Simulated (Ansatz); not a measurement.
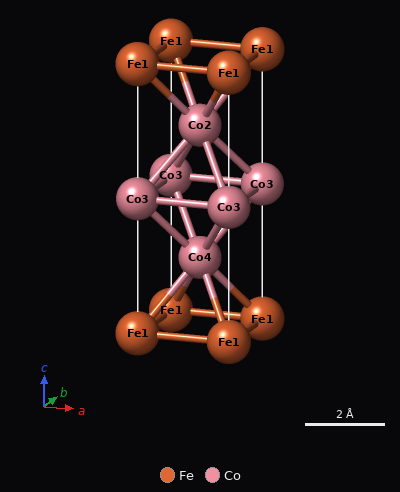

Figure 1. The structure (ball-and-stick view of the cell of the calculation, seen slightly off an axis; atoms are numbered from 1 in the order of the input). An atom can appear more than once, as a periodic image. Near neighbours in the periodic cell (some may lie outside the picture): Fe has 8 Co at 2.50 Å and 4 Fe at 2.47 Å; Co has 8 Co at 2.46 to 2.47 Å and 4 Fe at 2.50 Å; Co has 12 Co at 2.46 to 2.47 Å.

# What a change does: single-point calculation on FeCo3

System: FeCo3 (P4/mmm, 4 atoms in the cell).
Method of the first run: DFT r2SCAN, scalar-relativistic, plane waves, PAW, spin-polarised (Ansatz 0.2.0).

The structure derives from a Materials Project entry. Text and figures count atoms from 1; the logs count them from 0 in places.

### The input, the first run
```yaml
crystal:
  lattice:
    - [2.46601, 0.0, 0.0]
    - [0.0, 2.46601, 0.0]
    - [0.0, 0.0, 7.063459]
  atoms:
    - { symbol: Fe, position: [0.0, 0.0, 0.0], spin: 3.1 }
    - { symbol: Co, position: [0.5, 0.5, 0.745404], spin: 2.09 }
    - { symbol: Co, position: [0.0, 0.0, 0.5], spin: 2.12 }
    - { symbol: Co, position: [0.5, 0.5, 0.254596], spin: 2.09 }
basis:
  ecutwfc: 500
kpoints:
  mp_grid: { grid: [1, 1, 1] }
hamiltonian:
  xc: r2scan
scf:
  occupations: { method: gaussian, width: 0.1 }
output:
  forces: true
  stress: true
  eigenvalues: true
  populations: true
magnetization:
  spin_polarized: true
```

Command:
```bash
ansatz run input.yaml --threads 1 --pin off --max-ram 2560MiB --backend cpu --events-out ev --progress --plain --runs-dir out
```

Hardware: 1 thread of Arm Neoverse V1, 24 GiB of memory available, shared host.

### Output, shortened to warnings, some set-up lines, iterations and results (the first run)
```
Basis set: ecut = 500 eV, 1125 PW (Γ), exchange–correlation on 72×72×216 points (64 copies of the dense FFT grid, shifted against one another)
Symmetry: 16 space group operations
k-points: 1
Initial density: superposition of atomic densities (chi_scale 0.1, normalization cell)
[...]
SCF iter   1: F=—  HF=-19890.428772 eV  |F-HF|=—  |Δ(HF+E_count)|=         —  Δρ=1.49e-1 (↑1.05e-1 ↓1.49e-1)  dr2=1.43e0  dr2_τ=9.47e-2  dr2_m=5.86e0  M=11.311 μB ∫|m|=11.414 …
SCF iter   2: F=—  HF=-19893.186633 eV  |F-HF|=—  |Δ(HF+E_count)|=    2.76e0  Δρ=4.06e-2 (↑2.87e-2 ↓4.06e-2)  dr2=6.85e-1  dr2_τ=9.75e-3  dr2_m=3.88e-2  M=11.000 μB …
SCF iter   3: F=—  HF=-19895.716161 eV  |F-HF|=—  |Δ(HF+E_count)|=    2.53e0  Δρ=2.66e-2 (↑2.54e-2 ↓2.66e-2)  dr2=4.05e-1  dr2_τ=6.19e-3  dr2_m=2.96e-3  M=11.000 μB …
SCF iter   4: F=—  HF=-19898.143185 eV  |F-HF|=—  |Δ(HF+E_count)|=    2.43e0  Δρ=1.37e-2 (↑1.27e-2 ↓1.37e-2)  dr2=1.36e-1  dr2_τ=1.65e-3  dr2_m=3.00e-3  M=11.000 μB …
SCF iter   5: F=—  HF=-19898.456617 eV  |F-HF|=—  |Δ(HF+E_count)|=         —  Δρ=6.63e-3 (↑4.82e-3 ↓6.63e-3)  dr2=6.08e-2  dr2_τ=3.39e-4  dr2_m=7.29e-4  M=11.000 μB …
[... 29 lines ...]
SCF iter   6: F=-19898.674655 eV  HF=-19898.674655 eV  |F-HF|=3.32e-8  |Δ(HF+E_count)|=  1.82e-11  Δρ=7.38e-6 (↑7.38e-6 ↓5.27e-6)  dr2=3.16e-8  dr2_τ=6.37e-10  dr2_m=1.97e-9  …
SCF 2 converged in 6 iterations: F = -19898.674655 eV  dr2 = 3.16e-8
SCF iter   1: F=-19898.674655 eV  HF=-19898.674655 eV  |F-HF|=3.32e-8  |Δ(HF+E_count)|=         —  Δρ=7.39e-6 (↑7.39e-6 ↓5.27e-6)  dr2=3.17e-8  dr2_τ=6.39e-10  dr2_m=1.98e-9  …
SCF iter   2: F=-19898.674655 eV  HF=-19898.674655 eV  |F-HF|=3.08e-9  |Δ(HF+E_count)|=   6.51e-9  Δρ=3.68e-6 (↑2.06e-6 ↓3.68e-6)  dr2=7.36e-9  dr2_τ=3.41e-10  dr2_m=7.46e-10 …
SCF 3 converged in 2 iterations: F = -19898.674655 eV  dr2 = 7.36e-9
SCF converged after 2 iterations
Magnetization: 11.0000 μB (39.0000 up, 28.0000 down)
Absolute magnetization: 11.2609 μB (∫|ρ↑−ρ↓|, with the PAW one-centre terms)
Spin contamination: 0.0292 ħ² per cell (⟨S²⟩ above its minimum at these occupations)
Per-site moments (μB) at R_I (Å): [(3.4903030710715965, 1.0172291249999998), (2.4575319256454558, 1.014220151917746), (2.494605675204392, 1.014220151917746), (2.4575319256454526, 1.014220151917746)]
Free energy (F): -19898.674655 eV
Harris-Foulkes:  -19898.674655 eV  (|F-HF|=3.08e-9)
Internal energy: -19898.674655 eV  (E = F + TS)
E sigma→0 (E₀):  -19898.674655 eV
Fermi energy:    19.979271 eV
--- Per-component energies (eV) ---
  E_band       = -1000.071188
  E_kinetic    = 1725.194699
  E_local      = -10557.715758  (includes V_loc(G=0)·N_el)
  E_nonlocal   = 1610.337468
  E_hartree    = 4465.806692
  E_xc         = -592.978900
  E_vxc        = -866.167553  (∫ρ·V_xc dr)
  E_paw        = -5981.840578  (= ΣΔE_a)
  E_vpaw       = -1899.413500  (= ΣTr[D̂ρ^β])
  E_aug_tail   = 0.000371  (compensation charges beyond the density's cutoff)
  E_vtau       = 56.086770  (kinetic-family band-sum trace: ∫τ·v_τ [+ j·A + Jᵃ·Aᵃ] dr)
  E_ewald      = -10566.303556
  E_core_change = -1.175094  (= ΣΔE_core)
  E_smearing   = -0.000000  (= −TS)
  E_closure    = 0.000000  (closes the sum)
  Σ components = -19898.674655   (vs F -19898.674655, Δ=0.00e0)
--- Forces (eV/Å), atoms counted from 1 ---
  atom   1  Fe    -0.00000000     0.00000000     0.00000000
  atom   2  Co    -0.00000000     0.00000000     0.85597748
  atom   3  Co     0.00000000     0.00000000     0.00000000
  atom   4  Co    -0.00000000    -0.00000000    -0.85597748
  max |Σ_I F_I| component: 1.39e-24 eV/Å
--- Stress (GPa, compression-positive) ---
      -27.063862       0.000000       0.000000
        0.000000     -27.063862       0.000000
        0.000000       0.000000     113.782117
  P = ⅓ Tr σ = 19.8848 GPa (198.848 kbar)
--- Löwdin populations: 4 sites ---
  site symbol       q [e]    m [muB]
     0     Fe     15.9178     3.5715
     1     Co     17.0013     2.4701
     2     Co     16.9572     2.5261
     3     Co     17.0013     2.4701
  spilling = 0.001827 (of n_electrons = 67.000000)
```

The input of the second run differs as follows (lines with − go, lines with + come):
```diff
-  mp_grid: { grid: [1, 1, 1] }
+  mp_grid: { grid: [4, 4, 2] }
```

How does the second run compare with the first run?

The free energy of the second run is 4545.2 meV per atom higher, which measures how much it depends on this numerical setting. The gap of 0.99 eV on the mesh closes. Between meshes this is a matter of sampling: the true gap is no larger than the smaller value. The net moment of the cell goes from 11.00 to 7.69 μB. The pressure goes from 19.88 to 3.58 GPa. The largest force goes from 0.856 to 0.356 eV/Å. The irreducible k-points go from 1 to 12.

### Output, shortened to warnings, some set-up lines, iterations and results (the second run)
```
Basis set: ecut = 500 eV, 1125 PW (Γ), exchange–correlation on 72×72×216 points (64 copies of the dense FFT grid, shifted against one another)
Symmetry: 16 space group operations
k-points: 12 of 32
Initial density: superposition of atomic densities (chi_scale 0.1, normalization cell)
[...]
SCF iter   1: F=—  HF=-19878.450694 eV  |F-HF|=—  |Δ(HF+E_count)|=         —  Δρ=9.11e-2 (↑3.59e-2 ↓9.11e-2)  dr2=3.96e0  dr2_τ=3.25e-2  dr2_m=4.08e-1  M=8.457 μB ∫|m|=8.866 …
SCF iter   2: F=—  HF=-19877.884068 eV  |F-HF|=—  |Δ(HF+E_count)|=   5.67e-1  Δρ=2.58e-2 (↑1.02e-2 ↓2.58e-2)  dr2=3.58e-1  dr2_τ=2.96e-2  dr2_m=4.38e-2  M=8.220 μB ∫|m|=9.109 …
SCF iter   3: F=—  HF=-19878.985144 eV  |F-HF|=—  |Δ(HF+E_count)|=    1.10e0  Δρ=1.05e-2 (↑7.60e-3 ↓1.05e-2)  dr2=4.61e-2  dr2_τ=1.84e-3  dr2_m=2.92e-3  M=8.070 μB ∫|m|=9.159 …
SCF iter   4: F=—  HF=-19879.297173 eV  |F-HF|=—  |Δ(HF+E_count)|=         —  Δρ=2.44e-2 (↑9.63e-3 ↓2.44e-2)  dr2=1.99e-1  dr2_τ=1.73e-3  dr2_m=5.26e-2  M=8.259 μB ∫|m|=9.292 …
SCF iter   5: F=—  HF=-19880.535205 eV  |F-HF|=—  |Δ(HF+E_count)|=    1.24e0  Δρ=5.86e-2 (↑2.48e-2 ↓5.86e-2)  dr2=1.47e0  dr2_τ=4.82e-3  dr2_m=1.93e-1  M=7.764 μB ∫|m|=8.893 …
[... 14 lines ...]
SCF iter  20: F=—  HF=-19880.493792 eV  |F-HF|=—  |Δ(HF+E_count)|=   1.36e-6  Δρ=1.46e-5 (↑7.68e-6 ↓1.46e-5)  dr2=1.04e-7  dr2_τ=9.49e-10  dr2_m=6.72e-9  M=7.688 μB …
SCF iter  21: F=—  HF=-19880.493792 eV  |F-HF|=—  |Δ(HF+E_count)|=   5.53e-9  Δρ=6.76e-6 (↑4.69e-6 ↓6.76e-6)  dr2=3.30e-8  dr2_τ=4.21e-10  dr2_m=6.61e-10  M=7.688 μB …
SCF iter  22: F=—  HF=-19880.493792 eV  |F-HF|=—  |Δ(HF+E_count)|=   1.02e-7  Δρ=3.52e-6 (↑2.67e-6 ↓3.52e-6)  dr2=1.32e-8  dr2_τ=1.17e-10  dr2_m=2.93e-10  M=7.688 μB …
SCF iter  23: F=-19880.493792 eV  HF=-19880.493792 eV  |F-HF|=5.01e-8  |Δ(HF+E_count)|=   6.09e-8  Δρ=1.08e-5 (↑2.63e-6 ↓1.08e-5)  dr2=6.63e-8  dr2_τ=3.64e-10  dr2_m=7.16e-9  …
SCF 1 converged in 23 iterations: F = -19880.493792 eV  dr2 = 6.63e-8
this state was not tested for a lower state beside it, because the mixer in use, unlike msr1, does not test its closes by its own steps (another_mixer; see scf.mixing.algorithm and scf.lower_state_search)
SCF converged after 23 iterations
Magnetization: 7.6883 μB (37.3441 up, 29.6559 down)
Absolute magnetization: 8.7461 μB (∫|ρ↑−ρ↓|, with the PAW one-centre terms)
Spin contamination: 0.2430 ħ² per cell (⟨S²⟩ above its minimum at these occupations)
Per-site moments (μB) at R_I (Å): [(2.7622606434928176, 1.0172291249999998), (1.778246576301024, 1.014220151917746), (1.833268957955654, 1.014220151917746), (1.7782465763010233, 1.014220151917746)]
Free energy (F): -19880.493792 eV
Harris-Foulkes:  -19880.493792 eV  (|F-HF|=5.01e-8)
Internal energy: -19880.480584 eV  (E = F + TS)
E sigma→0 (E₀):  -19880.487188 eV
Entropy (-TS):   -0.013208 eV (-3.302 meV/atom)
Fermi energy:    19.512165 eV
--- Per-component energies (eV) ---
  E_band       = -1007.123616
  E_kinetic    = 1714.404637
  E_local      = -10496.792310  (includes V_loc(G=0)·N_el)
  E_nonlocal   = 1592.301651
  E_hartree    = 4415.589894
  E_xc         = -587.079872
  E_vxc        = -859.364324  (∫ρ·V_xc dr)
  E_paw        = -5951.426306  (= ΣΔE_a)
  E_vpaw       = -1845.233419  (= ΣTr[D̂ρ^β])
  E_aug_tail   = 0.000370  (compensation charges beyond the density's cutoff)
  E_vtau       = 56.376980  (kinetic-family band-sum trace: ∫τ·v_τ [+ j·A + Jᵃ·Aᵃ] dr)
  E_ewald      = -10566.303556
  E_core_change = -1.175094  (= ΣΔE_core)
  E_smearing   = -0.013208  (= −TS)
  E_closure    = -0.000000  (closes the sum)
  Σ components = -19880.493792   (vs F -19880.493792, Δ=0.00e0)
--- Forces (eV/Å), atoms counted from 1 ---
  atom   1  Fe    -0.00000000    -0.00000000     0.00000000
  atom   2  Co     0.00000000     0.00000000    -0.35577267
  atom   3  Co    -0.00000000    -0.00000000     0.00000000
  atom   4  Co     0.00000000     0.00000000     0.35577267
  max |Σ_I F_I| component: 9.86e-31 eV/Å
--- Stress (GPa, compression-positive) ---
        2.647462       0.000000       0.000000
        0.000000       2.647462       0.000000
        0.000000       0.000000       5.437197
  P = ⅓ Tr σ = 3.5774 GPa (35.774 kbar)
--- Löwdin populations: 4 sites ---
  site symbol       q [e]    m [muB]
     0     Fe     15.7259     2.7824
     1     Co     16.7452     1.7450
     2     Co     16.7387     1.7848
     3     Co     16.7452     1.7450
  spilling = 0.015598 (of n_electrons = 67.000000)
```

### The two runs side by side

| quantity | the first run | the second run |
| --- | --- | --- |
| outcome | converged | converged |
| free energy per atom (eV) | −4974.6687 | −4970.1234 |
| energy per atom, smearing taken to zero (eV) | −4974.6687 | −4970.1218 |
| gap on the mesh (eV) | 0.99 | 0.00 |
| net moment of the cell (μB) | 11.00 | 7.69 |
| absolute moment of the cell (μB) | 11.26 | 8.75 |
| pressure (GPa) | 19.88 | 3.58 |
| largest force (eV/Å) | 0.856 | 0.356 |
| irreducible k-points | 1 | 12 |
| plane waves at Γ | 1125 | 1125 |
| SCF iterations | – | 23 |
| wall time (shared host) | 25 s | 29 s |

For both runs: The electronic state found may not be the lowest one. Warnings: the state was not tested for a lower one. The k-point mesh is coarse for a cell of this size, so the results may not be converged. For the first run: So coarse a mesh can miss the band edges, so the true gap of this method can be much smaller, or zero.
